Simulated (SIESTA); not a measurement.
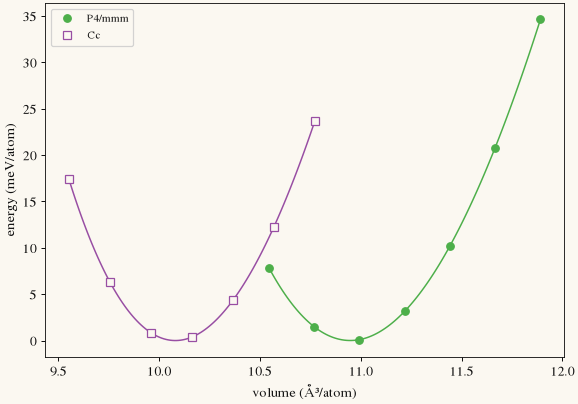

Figure. Energy against volume, with one curve for each structure, for CuO. Each energy curve has its own zero, so the curves don't rank the structures.

Settings that differ: P4/mmm: k mesh 7×7×7; Cc: k mesh 10×10×5.

The fitted equilibrium volumes, smallest first, are Cc 10.081, P4/mmm 10.948 Å³/atom. The fitted bulk moduli, smallest first, are P4/mmm 158.4, Cc 181.8 GPa.

Computed with SIESTA 5.4.2: DFT in numerical atomic orbitals with pseudopotentials, no spin polarisation; energies at scaled volumes of the given cell, shape and fractions fixed, counted from the fit's minimum, third-order Birch-Murnaghan fit. Level: PBEsol.

```tsv
setting	value
occupations	Fermi–Dirac
smearing width	0.05 eV
potentials	PseudoDojo 0.4 standard, converted to PSML, two zetas on semicore shells
```

Keep in mind: mulliken charges of long orbitals; short basis over semicore shells; shape and atomic fractions are frozen while scaling, which makes layered, chain and framework solids too stiff.
